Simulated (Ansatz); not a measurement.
System: VN, space group Fm-3m, 2 atoms in the cell, VN type.

```cif
data_structure
_symmetry_space_group_name_H-M 'Fm-3m'
_symmetry_Int_Tables_number 225
_cell_length_a 4.1280
_cell_length_b 4.1280
_cell_length_c 4.1280
_cell_angle_alpha 90.000
_cell_angle_beta 90.000
_cell_angle_gamma 90.000
_cell_volume 70.34
loop_
_atom_site_label
_atom_site_type_symbol
_atom_site_symmetry_multiplicity
_atom_site_Wyckoff_symbol
_atom_site_fract_x
_atom_site_fract_y
_atom_site_fract_z
_atom_site_occupancy
V1 V 4 a 0.00000 0.00000 0.00000 1
N1 N 4 b 0.50000 0.00000 0.00000 1
```

Computed with Ansatz: DFT PBE+U, scalar-relativistic, plane waves, PAW, Ueff = 8 eV on V d, spin-polarised, 8×8×8 k mesh, 420 eV cutoff.

How will the V d shell be filled?

Counting eigenvalues over 0.6 as filled, V has 2 filled d states (d²), 2 up and 0 down; the eigenvalues sum to 3.4. The small eigenvalues come from mixing with neighbours' orbitals.

Start of the run: total moment locked. Such runs often end in metastable states, so this need not be the lowest one. The occupations of the open shells lower the symmetry of the state. Moments were held by a constraint, so this isn't a free state. The cell is at 54 GPa in this functional.

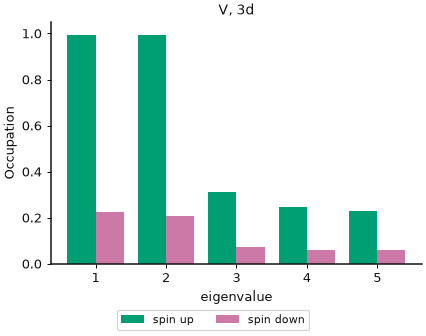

Eigenvalues of the local occupation matrix of the d shell (Löwdin-orthogonalised atomic projectors).
